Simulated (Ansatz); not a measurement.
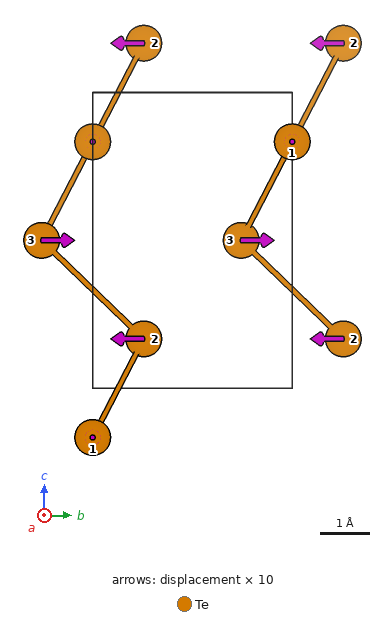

A relaxation of solid Te (built on the trigonal type). The starting structure is drawn; purple arrows show the displacements (the part carried along by the change of the cell is left out), 10 times their true length.

The picture is a ball-and-stick view of the cell of the calculation, seen along the a axis.

Case: volume 39.103 Å^3/atom.

Method: DFT HSE06, scalar-relativistic, plane waves, PAW in Ansatz. Set-up: plane-wave cutoff 420 eV; k-point mesh 6 × 6 × 4; occupations gaussian; smearing width 0.05 eV; no spin polarisation; cell relaxed at fixed volume; force threshold 0.04 eV/Å; at most 40 steps.

### Describe the change and its energy.

The largest moves relative to the cell, 0.081 Å, are those of Te1, Te2 and Te3. Te1 goes along −a. The drawn cell changes at constant volume: a = b 4.726 → 4.848 Å (+2.6 %), c 6.065 → 5.764 Å (−5.0 %). Some distances before and after: Te1–Te2 2.911 → 2.780 Å. The space group stays P3_121 (No. 152). After 3 accepted moves (4 points after the start) the energy has fallen by 46.8 meV per atom. Largest force component: 0.69 eV/Å at the start, 0.014 eV/Å at the end. Pressure: −3.79 GPa at the start and −0.52 GPa at the end. The SCF was repeated once at an unchanged geometry on a basis and grid sized afresh for the cell, which shifted the energy by less than 0.05 meV per atom at most.
